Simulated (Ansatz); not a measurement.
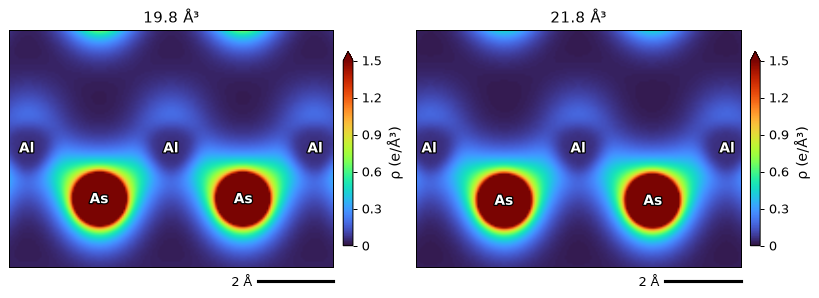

AlAs. The valence electron density of cells scaled evenly to different volumes (given per atom above each panel), on the (11̄0) plane of each (indices in the axes of the cell below), at one length scale and on one colour scale.

All numbers below come from Ansatz 0.2.0, DFT, r2SCAN, PAW with Ansatz's default frozen-core files, scalar-relativistic; relaxation of cell and atoms.

The largest cell:

```
CELL_PARAMETERS angstrom
0.00000 2.79433 2.79433
2.79433 0.00000 2.79433
2.79433 2.79433 0.00000
ATOMIC_POSITIONS crystal
Al 0.00000 0.00000 0.00000
As 0.75000 0.75000 0.75000
```

| volume (Å³/atom) | Al–As contact in the plane (Å) | ρ at its midpoint (e/Å³) | pressure (GPa) | gap on the mesh (eV) | 
| --- | --- | --- | --- | --- |
| 19.77 | 2.342 | 0.568 | 15.0 | 1.56 | 
| 21.16 | 2.395 | ? | ? | ? | 
| 21.82 | 2.420 | 0.512 | 4.0 | 1.74 | 

Q: What values belong in the row with question marks?

A: Over the known rows ln ρ falls by 1.33 per Å of Al–As distance (the line through the two), which gives 0.529 e/Å³ at 2.395 Å; the calculation gives 0.529 e/Å³. For the pressure, a straight line in volume between the neighbouring rows gives 7.5 GPa; the calculation gives 7.0, lower because pressure rises ever faster on compression. For the gap on the mesh, a straight line in volume between the neighbouring rows gives 1.68 eV; the calculation gives 1.69.
